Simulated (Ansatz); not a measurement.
## GW calculation of MgO

MgO (Fm-3m, 2 atoms in the cell), computed with G0W0 on PBE, plane waves, PAW, no spin polarisation (Ansatz 0.2.0).

The structure was built on a prototype by a generator. The geometry comes from this level: r2SCAN. It belongs to a series of runs on one base structure; here: frequency model. Figures and captions count atoms from 1; the log counts them from 0 in places.

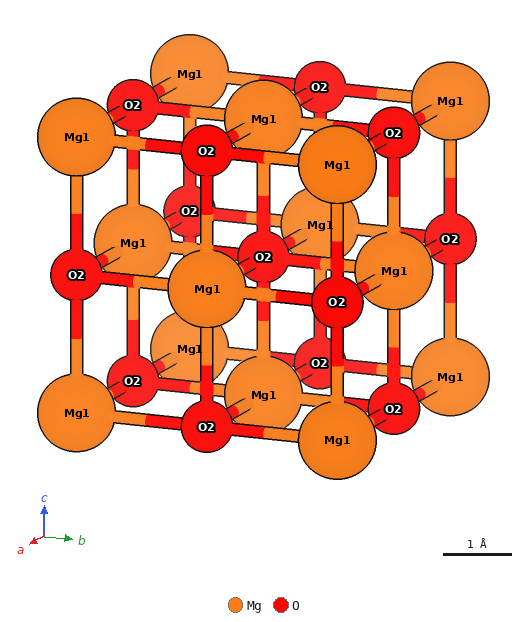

The input geometry (ball-and-stick view of the cell 4 times as large as that of the calculation, set on its symmetry axes, seen slightly off an axis; atoms are numbered from 1 in the order of the input). Near neighbours in the crystal (not all of them lie inside the picture): Mg has 6 O at 2.10 Å; O has 6 Mg at 2.10 Å.

Input file:
```yaml
crystal:
  lattice:
    - [0.0, 2.1021674163, 2.1021674163]
    - [2.1021674163, 0.0, 2.1021674163]
    - [2.1021674163, 2.1021674163, 0.0]
  atoms:
    - { symbol: Mg, position: [0.0, 0.0, 0.0] }
    - { symbol: O, position: [0.5, 0.5, 0.5] }
kpoints:
  mp_grid: { grid: [6, 6, 6] }
hamiltonian:
  xc: pbe
scf:
  occupations: { method: fixed }
gw:
  n_empty_bands: 69
  ecut_chi: 140
  qp_bands: [v2, c2]
  qp_kpoints: band_edges
  screening: { model: godby_needs }
```

Hardware: 2 threads of Intel Xeon @ 2.50GHz (Skylake/Cascade Lake), 64 GiB of memory available, shared host.

Launched with:
```bash
ansatz run input.yaml --threads 2 --pin off --max-ram 3686MiB --backend cpu --events-out ev --progress --plain --runs-dir out
```

What the program printed:
```
Engine: ansatz 0.2.0, x86_64-unknown-linux-gnu
Pseudopotentials: kind: paw
Pseudopotential: Mg, paw, valence charge 10, recommended cutoff 420 eV (normal), Mg.paw.azcp
Pseudopotential: O, paw, valence charge 6, recommended cutoff 420 eV (normal), O.paw.azcp
Functional definition: PBE
  parameter kappa = 0.804
  parameter beta = 0.06672455060314922
  exchange = pbe_x(kappa = kappa, mu = beta*pi^2/3)
  correlation = pbe_c(beta = beta)
Crystal: 2 atoms, lattice volume = 18.579 Å³
Basis set: ecut = 420 eV, 339 PW (Γ)
Bands: 12, of which v1, the nominal top of the filled ones, is band 8 counted from 1 (7 counted from 0)
Symmetry: 48 space group operations
Space group: Fm-3m (ITA 225), of the structure as read, at distance tolerance 2.6e-5 Å
k-points: 16 of 216
Non-local potential: Mg, projectors of the file, l = 0: 3, l = 1: 2, l = 2: 1
Non-local potential: O, projectors of the file, l = 0: 2, l = 1: 2, l = 2: 1
PAW form: soft (Blöchl's): semilocal exchange-correlation on the pseudo side does not see the compensation charge
PAW one-centre angular grid: Mg, 110 points (default); XC on 64 Gauss nodes
PAW one-centre angular grid: O, 110 points (default); XC on 64 Gauss nodes
Initial density: superposition of atomic densities (neutral atoms: chi_scale 0, normalization atom), corrected by the library's trained network
Initial wavefunctions: pseudopotential atomic-orbital guess
Functional: x = pbe(κ = 0.804, μ = 0.2195149727645171), c = pbe(β = 0.06672455060314922)
SCF iter   1: F=—  HF=-2494.127120 eV  |F-HF|=—  |Δ(HF+E_count)|=         —  Δρ=5.70e-4  dr2=7.11e-6  ethr=1.77e-3  ⟨swp⟩=4.6  Hψ=1006  notcnv=0  defer=25
preconditioner: auto → none  [insulator: Δε(μ)=4.795 eV  Ē_g=18.613 eV  n_scr=8 (ndim 8)  ℏωp=24.4 eV  f_vac=0.000  ε∞_Penn≈2.7]
SCF iter   2: F=—  HF=-2494.127182 eV  |F-HF|=—  |Δ(HF+E_count)|=   6.18e-5  Δρ=3.40e-4  dr2=5.90e-6  ethr=4.44e-8  ⟨swp⟩=3.4  Hψ=571  notcnv=0  defer=30
SCF iter   3: F=—  HF=-2494.127206 eV  |F-HF|=—  |Δ(HF+E_count)|=   2.45e-5  Δρ=1.79e-4  dr2=1.06e-6  ethr=3.69e-8  ⟨swp⟩=2.5  Hψ=310  notcnv=0  defer=30
SCF iter   4: F=—  HF=-2494.127220 eV  |F-HF|=—  |Δ(HF+E_count)|=   1.36e-5  Δρ=6.01e-5  dr2=3.74e-7  ethr=6.62e-9  ⟨swp⟩=2.1  Hψ=307  notcnv=0  defer=30
iter 5 did not close the SCF: its close was put off for the readings that it lacked (scf_convergence_deferred on its scf_iter line)
SCF iter   5: F=-2494.127221 eV  HF=-2494.127221 eV  |F-HF|=2.87e-8  |Δ(HF+E_count)|=   7.85e-7  Δρ=1.82e-5  dr2=2.62e-8  ethr=2.34e-9  ⟨swp⟩=2.0  Hψ=255  notcnv=0  defer=30
SCF iter   6: F=-2494.127221 eV  HF=-2494.127221 eV  |F-HF|=1.05e-10  |Δ(HF+E_count)|=   1.21e-8  Δρ=9.66e-7  dr2=4.99e-11  ethr=1.64e-10  ⟨swp⟩=4.4  Hψ=852  notcnv=0
SCF 1 converged in 6 iterations: F = -2494.127221 eV  dr2 = 4.99e-11
  greatest PAW one-centre occupation: 1.000 electrons in one spin orbital (limit 2), on the Mg atom at site 0 (counted from 0), in its partial waves of l = 0
NSCF: frozen V_eff on 16 k-points
G₀W₀ screening: q 1/16
G₀W₀ screening: q 2/16 (q-point 6)
G₀W₀ screening: q 3/16 (q-point 7)
G₀W₀ screening: q 4/16 (q-point 8)
G₀W₀ screening: q 5/16 (q-point 11)
G₀W₀ screening: q 6/16 (q-point 14)
G₀W₀ screening: q 7/16 (q-point 15)
G₀W₀ screening: q 8/16 (q-point 9)
G₀W₀ screening: q 9/16 (q-point 12)
G₀W₀ screening: q 10/16 (q-point 16)
G₀W₀ screening: q 11/16 (q-point 2)
G₀W₀ screening: q 12/16 (q-point 3)
G₀W₀ screening: q 13/16 (q-point 5)
G₀W₀ screening: q 14/16 (q-point 10)
G₀W₀ screening: q 15/16 (q-point 4)
G₀W₀ screening: q 16/16 (q-point 13)
G₀W₀ self-energy: k 1/8
G₀W₀ self-energy: k 2/8
G₀W₀ self-energy: k 3/8
G₀W₀ self-energy: k 4/8
G₀W₀ self-energy: k 5/8
G₀W₀ self-energy: k 6/8
G₀W₀ self-energy: k 7/8
G₀W₀ self-energy: k 8/8
NSCF: frozen V_eff on 1 k-points
NSCF: frozen V_eff on 1 k-points
SCF converged after 6 iterations
Free energy (F): -2494.127221 eV
Harris-Foulkes:  -2494.127221 eV  (|F-HF|=1.05e-10)
Internal energy: -2494.127221 eV  (E = F + TS)
E sigma→0 (E₀):  -2494.127221 eV
Fermi energy:    8.204123 eV
--- Per-component energies (eV) ---
  E_band       = -291.376347
  E_kinetic    = 256.016118
  E_local      = -1598.953414  (includes V_loc(G=0)·N_el)
  E_nonlocal   = 142.824381
  E_hartree    = 553.139155
  E_xc         = -105.343441
  E_vxc        = -135.004342  (∫ρ·V_xc dr)
  E_paw        = -450.076115  (= ΣΔE_a)
  E_vpaw       = -62.539681  (= ΣTr[D̂ρ^β])
  E_aug_tail   = 0.002521  (compensation charges beyond the density's cutoff)
  E_ewald      = -1291.736425
  E_smearing   = -0.000000  (= −TS)
  E_closure    = 0.000000  (closes the sum)
  Σ components = -2494.127221   (vs F -2494.127221, Δ=0.00e0)
--- Band table (eV; the first three rows and the last of 16) ---
  k-point 0: bands = ["-64.0737", "-30.7939", "-30.7939", "-30.7939", "-9.0761", "8.2041", "8.2041", "8.2041", "13.0008", "24.0571", "24.0571", "24.0571"]
  k-point 1: bands = ["-64.0715", "-30.8163", "-30.7962", "-30.7962", "-8.7815", "6.6948", "8.0290", "8.0290", "14.4209", "21.7182", "24.6332", "24.6332"]
  k-point 2: bands = ["-64.0670", "-30.8604", "-30.8006", "-30.8006", "-8.1209", "4.5271", "7.7018", "7.7018", "15.9335", "20.5821", "24.8640", "24.8640"]
  k-point 15: bands = ["-64.0618", "-30.8573", "-30.8347", "-30.8249", "-7.4742", "4.6544", "5.9674", "6.5326", "18.7958", "19.7007", "20.7420", "24.8033"]
--- G₀W₀: ω_p = 34.4589 eV, 216 q-points, 69 empty bands' worth ---
  eigenvalues of the whole cell's RPA ε∞ on this k-mesh (on a slab, of 1 + 4πα/V) = 3.0572, 3.0572, 3.0572; static W/v taken at q = 0 is 0.327095
  GN-PPA: 342282/1055937 pairs with Re ω̃² < 0 across q-mesh
  bands read: the sum over 77 bands ends inside a degenerate multiplet in 5 slots, whose members it reads at an even weight; the widest, k=0: bands 76 to 78 (counted from 1) at 2/3 each
  gw.qp_kpoints: band_edges: 8 of 16 stored k-points solved, in 1 pass; an edge of the gap read off the rows below is read off those points alone
    valence top: of the k-points left out ik 7 came nearest to being solved in a further pass, in band 8 (counted from 1, as in the quasiparticle table): it holds the edge there only if its correction is more favourable than any solved in that band by at least 0.656 eV; those differ by 0.283 eV
    conduction bottom: of the k-points left out ik 5 came nearest to being solved in a further pass, in band 9 (counted from 1, as in the quasiparticle table): it holds the edge there only if its correction is more favourable than any solved in that band by at least 3.276 eV; those differ by 0.719 eV
    ik  band        ε_KS         Σx   Σc(E_QP)       V_xc       Z   E_QP_lin       E_QP  E_QP is
     0     7      8.2041   -26.4658     4.2369   -20.9368  0.8078     6.9033     6.9121  root
     0     8      8.2041   -26.4658     4.2369   -20.9368  0.8078     6.9033     6.9121  root
     0     9     13.0008   -10.0739    -3.6639   -14.8432  0.8569    14.1100    14.1061  root
     0    10     24.0571    -3.7040    -4.7695    -9.5989  0.8561    25.1715    25.1824  root
     1     7      8.0290   -26.2844     4.2672   -20.6861  0.8077     6.6880     6.6979  root
     1     8      8.0290   -26.2844     4.2672   -20.6861  0.8077     6.6880     6.6979  root
     1     9     14.4209   -10.9214    -3.6763   -15.8525  0.8495    15.6809    15.6756  root
     1    10     21.7182    -4.5587    -4.7242   -10.4008  0.8486    22.8315    22.8360  root
     2     7      7.7018   -25.9758     4.3234   -20.2491  0.8073     6.2894     6.2984  root
     2     8      7.7018   -25.9758     4.3234   -20.2491  0.8073     6.2894     6.2984  root
     2     9     15.9335    -8.6574    -4.0541   -13.9163  0.8548    17.1435    17.1382  root
     2    10     20.5821    -8.3061    -4.8122   -14.7124  0.8392    22.1932    22.1763  root
     3     7      7.5479   -25.8416     4.3516   -20.0567  0.8066     6.1049     6.1145  root
     3     8      7.5479   -25.8416     4.3516   -20.0567  0.8066     6.1049     6.1145  root
     3     9     16.1570    -7.0449    -4.1138   -12.2027  0.8622    17.2051    17.2011  root
     3    10     20.8793   -10.6337    -5.0893   -17.6702  0.8197    22.8512    22.8265  root
     4     7      7.8170   -26.1096     4.2845   -20.4455  0.8080     6.4274     6.4374  root
     4     8      7.8170   -26.1096     4.2845   -20.4455  0.8080     6.4274     6.4374  root
     4     9     14.9028   -11.2678    -3.7165   -16.3176  0.8464    16.2418    16.2361  root
     4    10     20.9544    -3.5165    -4.5877    -9.0431  0.8635    21.8966    21.8932  root
     8     7      7.2680   -25.4395     4.3009   -19.6449  0.8086     5.7638     5.7743  root
     8     8      7.8847   -26.1313     4.2996   -20.4688  0.8074     6.5123     6.5217  root
     8     9     15.9583   -10.8271    -3.9560   -16.2005  0.8446    17.3838    17.3757  root
     8    10     20.4621    -5.3455    -4.5914   -11.0961  0.8545    21.6260    21.6213  root
     9     7      7.1504   -25.6602     4.3832   -19.7584  0.8068     5.6222     5.6317  root
     9     8      7.1504   -25.6602     4.3832   -19.7584  0.8068     5.6222     5.6317  root
     9     9     17.5647   -10.0380    -4.3238   -15.8946  0.8428    19.1011    19.0974  root
     9    10     18.2721    -3.7792    -4.3006    -8.9272  0.8713    19.1244    19.1194  root
    12     7      6.8582   -25.5154     4.4286   -19.5118  0.8108     5.2661     5.2833  root
    12     8      6.8582   -25.5154     4.4286   -19.5118  0.8108     5.2661     5.2833  root
    12     9     17.3580    -3.9007    -4.1900    -8.9041  0.8707    18.1738    18.1714  root
    12    10     18.2552    -7.2992    -4.4586   -13.0317  0.8665    19.5354    19.5291  root
```

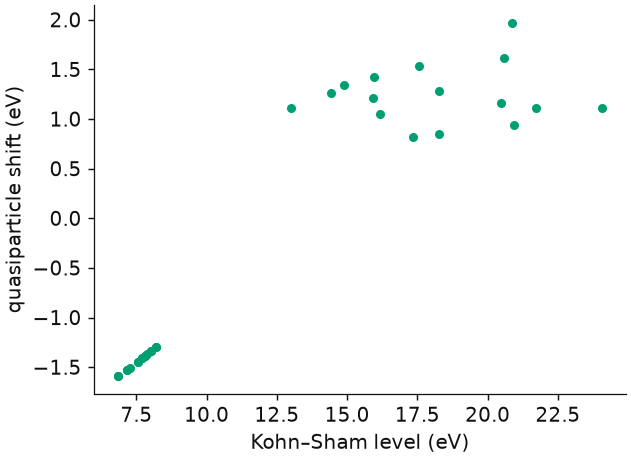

Quasiparticle corrections (linearised) against the Kohn–Sham levels, for the bands and k-points computed. On this mesh the gap goes from 4.80 to 7.19 eV.

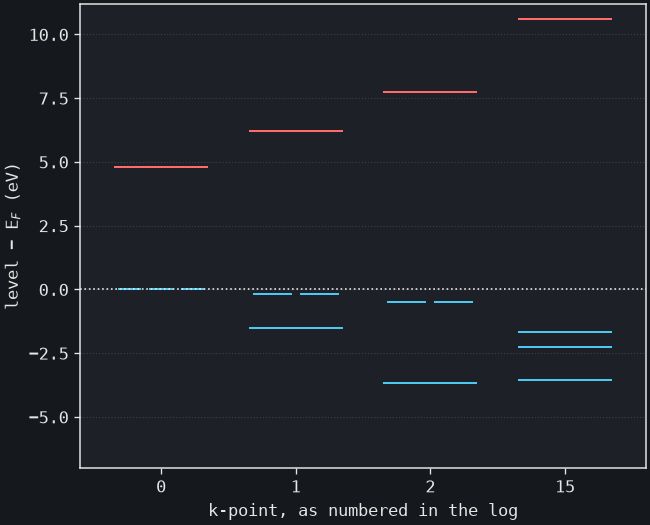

Kohn–Sham levels near the Fermi level (dotted) at the few k-points that the log prints; levels within 0.02 eV of each other stand side by side. Among these points the highest filled and lowest empty levels are 4.80 eV apart, which is the gap on the mesh.

Summary:

| quantity | value |
| --- | --- |
| outcome | converged |
| space group (tolerance 0.01 Å) | Fm-3m (225) |
| electrons treated | 16 |
| free energy | −2494.1272 eV |
| Fermi energy | 8.204 eV |
| gap on the k-point mesh | 4.80 eV |
| quasiparticle gap on the mesh | 7.19 eV |
| wall time | 8.7 s (CPU time 16 s) |
| peak memory | 0.38 GiB |

Remarks:

The GW levels are not extrapolated in basis or mesh.
